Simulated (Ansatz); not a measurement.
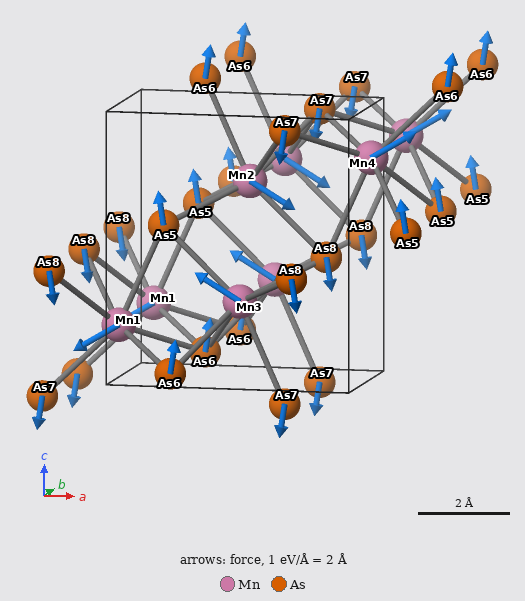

Starting geometry of solid MnAs (set up in Pnma) with the computed forces as blue arrows. A ball-and-stick model of the cell of the calculation, repeated 1 × 2 × 1 with one cell outlined, seen slightly off an axis.

The start is a measured structure.

These are results of DFT, PAW plane waves, PBE in Ansatz, not measurements. Set-up: plane-wave cutoff 420 eV; k-point mesh 4 × 6 × 3; occupations fermi dirac; smearing width 0.0109 eV; collinear spin; cell and atoms relaxed; at most 60 steps.

Question: Is this structure relaxed? If not, where do the atoms go?

Answer: It isn't relaxed: the largest force vector, on Mn atoms, is 0.60 eV/Å. The atoms end up moving mostly along the starting forces (cosine between the two patterns 0.96). The largest moves relative to the cell, 0.086 Å, are those of Mn1, Mn2, Mn3 and Mn4. Mn4 goes along [1 0 1]. By element the largest moves are Mn 0.086 Å, As 0.077 Å. The drawn cell changes as follows: a 5.523 → 5.510 Å (−0.2 %), b 3.431 → 3.436 Å (+0.1 %), c 6.134 → 6.007 Å (−2.1 %); the volume changes by −2.2 %. Some distances before and after: Mn1–As5 2.489 → 2.582 Å, Mn1–As8 2.519 → 2.456 Å, Mn1–As7 2.402 → 2.358 Å, Mn1–As6 2.461 → 2.473 Å. Bond angles that change, for instance: As6–Mn1–As8 163.3° → 158.7°, As5–Mn1–As6 91.9° → 88.0°, Mn1–As7–Mn4 76.1° → 72.5°. The space group stays Pnma (No. 62). After 5 accepted moves (6 points after the start) the energy has fallen by 24.3 meV per atom. The largest force component goes from 0.52 to 0.0024 eV/Å. Pressure: −2.99 GPa at the start and −0.02 GPa at the end. At 1 point the geometry stayed and the basis and grid were re-selected for the new cell (energy shift of 0.1 meV per atom at most each time).
